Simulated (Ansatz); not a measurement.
HfH$_{3}$

Input

```
crystal:
  lattice:
    - [-1.5896485363, 1.5896485363, 3.1595195635]
    - [1.5896485363, -1.5896485363, 3.1595195635]
    - [1.5896485363, 1.5896485363, -3.1595195635]
  atoms:
    - { symbol: Hf, position: [0.0, 0.0, 0.0] }
    - { symbol: H, position: [0.75, 0.25, 0.5] }
    - { symbol: H, position: [0.25, 0.75, 0.5] }
    - { symbol: H, position: [0.5, 0.5, 0.0] }
basis:
  ecutwfc: 500
kpoints:
  mp_grid: { grid: [20, 20, 20] }
hamiltonian:
  xc: r2scan
scf:
  occupations: { method: gaussian, width: 0.1 }
output:
  forces: true
  stress: true
  eigenvalues: true
  populations: true
  write_density: true
  write_potential: true
  elf: true
  volumetric_format: npy
```

Command:

```sh
ansatz run input.yaml --threads 1 --pin off --max-ram 1331MiB --backend cpu --events-out ev --progress --plain --runs-dir out
```

Below, planes, directions and counts refer to the conventional cell (a = 3.18 Å, b = 3.18 Å, c = 6.32 Å, α = 90.00°, β = 90.00°, γ = 90.00°).

Space group I4/mmm; a structure from a database of computed crystals, not necessarily the ambient phase; changed on purpose from its base cell (functional r2SCAN, strained and moved within the space group); computed pressure about −15 GPa in this cell; computed without spin polarisation.

Level of theory: DFT r2SCAN, scalar-relativistic, plane waves, PAW in Ansatz 0.2.0.

The density is the valence pseudo-density of a PAW calculation; it isn't the true density close to the nuclei.

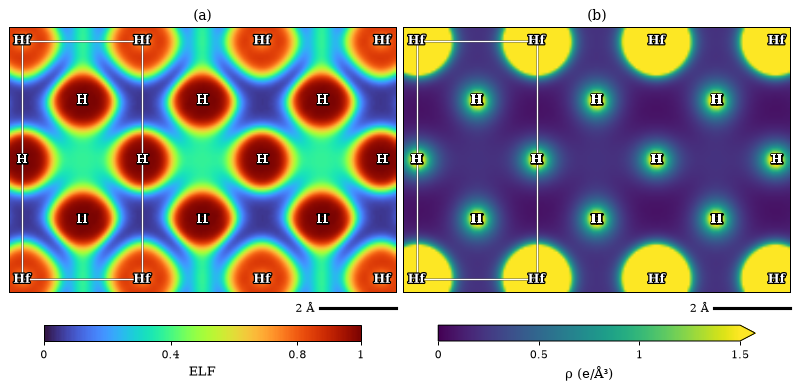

Figure 1. (a) ELF; (b) valence electron density on the (010) plane of the conventional cell.

What do the fields say about this system?

- The plane passes through Hf and H nuclei.
- Hf–H (2.24 Å): the density is about 0.36 e/Å³ at the midpoint; the ELF climbs to about 1 towards the hydrogen.
- Hf–Hf (3.18 Å): ρ is about 0.22 e/Å³ halfway; the ELF is about 0.40 at the midpoint.
- Between the atoms the lowest density in this plane is 0.07 e/Å³.
- The features right at Hf lie inside the PAW spheres, where the map follows smoothed inner orbitals and isn't to be read closely.

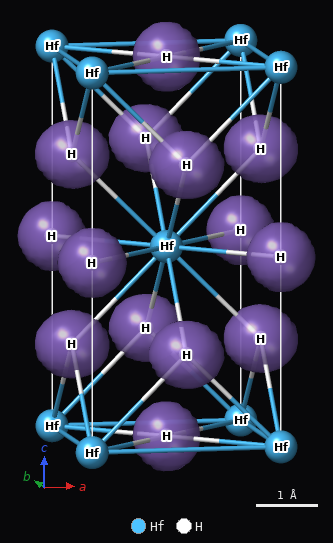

Figure 2. Isosurface of the ELF at 0.9 (purple), seen slightly off an axis. Only the valence region is drawn (cores and ρ < 0.01 e/Å³ removed). Sticks mark near contacts.

Describe the localisation domains.

At this value the surface marks out six regions around hydrogen nuclei, counted in one cell of 8 atoms. Regions shared between cells count once.

Metal or insulator at this level of theory?

It is gapless in this calculation (a metal or semimetal).
